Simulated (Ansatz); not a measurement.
Zn$_{4}$Se$_{3}$ (slab)

Input

```
crystal:
  lattice:
    - [4.0063895695, 0.0, 0.0]
    - [0.0, 4.0063895695, 0.0]
    - [0.0, 0.0, 23.4988356981]
  atoms:
    - { symbol: Zn, position: [0.5, 0.5, 0.3191647491] }
    - { symbol: Se, position: [0.5, 0.0, 0.3794431661] }
    - { symbol: Zn, position: [0.0, 0.0, 0.439721583] }
    - { symbol: Se, position: [0.0, 0.5, 0.5] }
    - { symbol: Zn, position: [0.5, 0.5, 0.560278417] }
    - { symbol: Se, position: [0.5, 0.0, 0.6205568339] }
    - { symbol: Zn, position: [0.0, 0.0, 0.6808352509] }
basis:
  ecutwfc: 500
kpoints:
  mp_grid: { grid: [7, 7, 1] }
hamiltonian:
  xc: r2scan
scf:
  occupations: { method: gaussian, width: 0.05 }
output:
  forces: true
  stress: true
  eigenvalues: true
  write_density: true
  write_potential: true
  elf: true
  volumetric_format: npy
efield:
  axis: 3
  dipole_correction: true
  ramp_width: 0.04
```

Launched as:

```sh
ansatz run input.yaml --threads 1 --pin off --max-ram 2560MiB --backend cpu --events-out ev --progress --plain --runs-dir out
```

Method: DFT r2SCAN, scalar-relativistic, plane waves, PAW in Ansatz.

In a PAW calculation such maps are meaningful between the atoms, not at the nuclei.

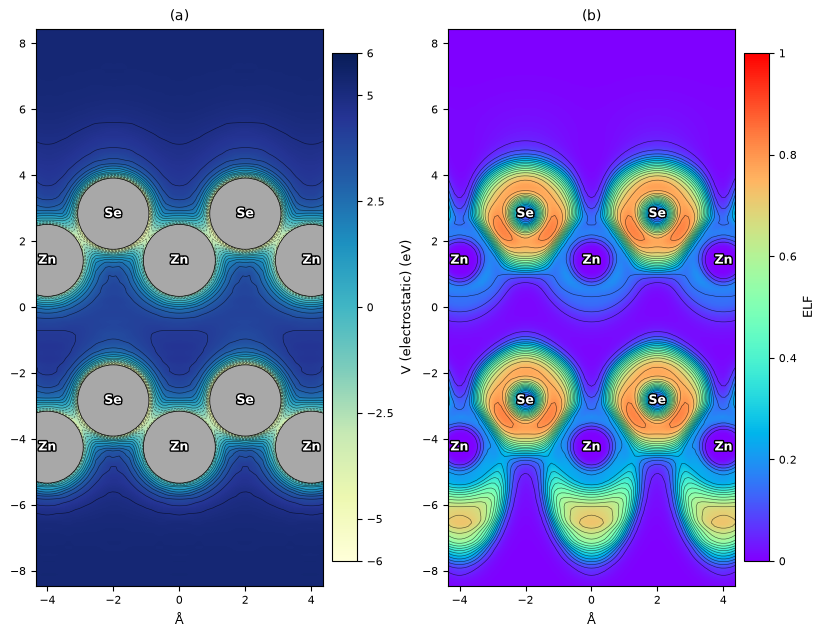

Figure 1. (a) electrostatic potential energy of an electron; (b) ELF on the (100) plane of the calculation cell, a cut from vacuum to vacuum. Grey discs cover the atomic cores in the potential map.

### What do the fields say about this system?

Atoms in the plane: Zn and Se. Zn–Se (2.45 Å): the ELF is about 0.60 at the midpoint. Outside the cores the potential energy rises away from the atoms and is highest in the vacuum; its zero is arbitrary.

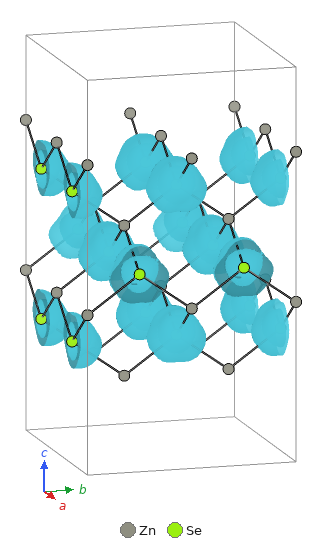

Figure 2. Isosurface of the ELF at 0.75 (cyan), seen slightly off an axis. Core shells and regions of very low density are left out. Sticks mark near contacts.

### Where are the electrons localised?

The ELF exceeds this value in three regions wrapped around Se (the valence shell of each), counted in one cell of 7 atoms. Counts are for one cell; the picture repeats the cell along the surface.

### Does the calculation make it a metal, or give it a gap?

It is metallic or semimetallic at this level of theory: no gap opens.
